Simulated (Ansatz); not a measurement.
Consider Hf₃N₄.

Input

```
crystal:
  lattice:
    - [-3.3505, 3.3505, 3.3505]
    - [3.3505, -3.3505, 3.3505]
    - [3.3505, 3.3505, -3.3505]
  atoms:
    - { symbol: Hf, position: [0.25, 0.625, 0.375] }
    - { symbol: Hf, position: [0.375, 0.25, 0.625] }
    - { symbol: Hf, position: [0.75, 0.875, 0.125] }
    - { symbol: Hf, position: [0.125, 0.75, 0.875] }
    - { symbol: Hf, position: [0.625, 0.375, 0.25] }
    - { symbol: Hf, position: [0.875, 0.125, 0.75] }
    - { symbol: "N", position: [0.126, 0.126, 0.126] }
    - { symbol: "N", position: [0.874, 0.5, 0.0] }
    - { symbol: "N", position: [0.5, 0.0, 0.374] }
    - { symbol: "N", position: [0.0, 0.874, 0.5] }
    - { symbol: "N", position: [0.374, 0.5, 0.0] }
    - { symbol: "N", position: [0.626, 0.626, 0.626] }
    - { symbol: "N", position: [0.0, 0.374, 0.5] }
    - { symbol: "N", position: [0.5, 0.0, 0.874] }
basis:
  ecutwfc: 420
kpoints:
  mp_grid: { grid: [6, 6, 6] }
hamiltonian:
  xc: pbe
scf:
  occupations: { method: gaussian, width: 0.02 }
output:
  forces: true
  stress: true
  eigenvalues: true
  write_density: true
  write_potential: true
  elf: true
  volumetric_format: npy
relax:
  adjacent_minimum: "off"
  f_tol: 0.005
  max_steps: 80
  cell: { stress_tol: 0.05 }
```

Run with:

```sh
ansatz run input.yaml --threads 4 --pin off --max-ram 10240MiB --backend cpu --events-out ev --progress --plain --runs-dir out
```

Below, planes, directions and counts refer to the conventional cell (a = 6.73 Å, b = 6.73 Å, c = 6.73 Å, α = 90.00°, β = 90.00°, γ = 90.00°).

The fields are those of the run's last geometry, not of the input's.

Space group I-43d.

All numbers below come from DFT PBE, scalar-relativistic, plane waves, PAW (Ansatz 0.2.0).

**What will maps of the valence pseudo-density and electron localisation function show?**

Hf–N (2.21 Å): ρ is about 0.61 e/Å³ halfway; the ELF peaks at about 0.80 in the valence shell of N, 0.7 Å from its nucleus, and is about 0.20 at the midpoint; no shared electron pair shows on this line.

**Does the calculation give a band gap?**

It is gapped, with a Kohn–Sham gap of 1.0 eV on the k-point mesh (the band edges may lie off the mesh, which would make the gap smaller).

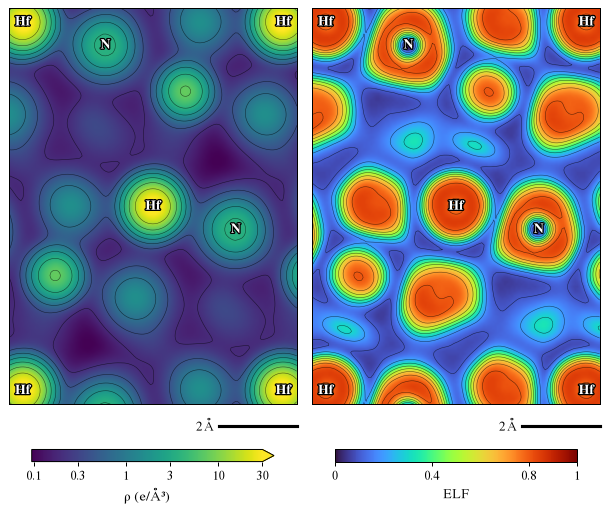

Computed valence pseudo-density and electron localisation function on the (110) plane of the conventional cell, in this order. Atoms just off the plane (Hf, 0.6 Å away and N, 0.6 Å away) can leave unmarked features too.
